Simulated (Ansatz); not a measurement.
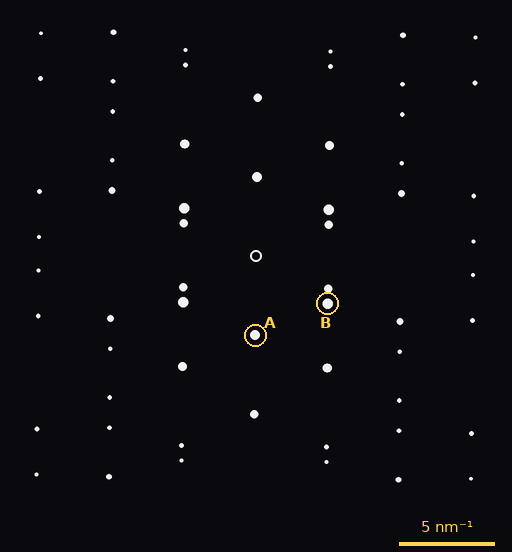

Computed electron diffraction pattern, 100 kV, single scattering only, B = 0.3 Å². Two individuals of a reflection twin are superposed (a geometric construction: whether this twin forms is not tested). Crystal: Al, space group P6_3/mmc (No. 194), a = 2.859 Å, c = 9.489 Å (hexagonal axes), zone axis [211]. Structure: the input geometry of an electronic-structure calculation (not necessarily at equilibrium); the starting structure was generated, so it need not be a known form of this composition.

In the first individual spot A is -1 1 1 and spot B is -1 0 2.

Question: On which plane is the crystal twinned?

Answer: (1-1-1). The spot positions of the combined pattern are mirror-symmetric about the row through 1 -1 -1 (d = 2.396 Å), which both individuals share, while a single individual has only symmetry 2mm without that mirror line. Friedel's law adds a mirror line at right angles, along which no low-index reflection lies.

Question: Which other reflections coincide?

Answer: Within the frame only the reflections of the common row coincide.
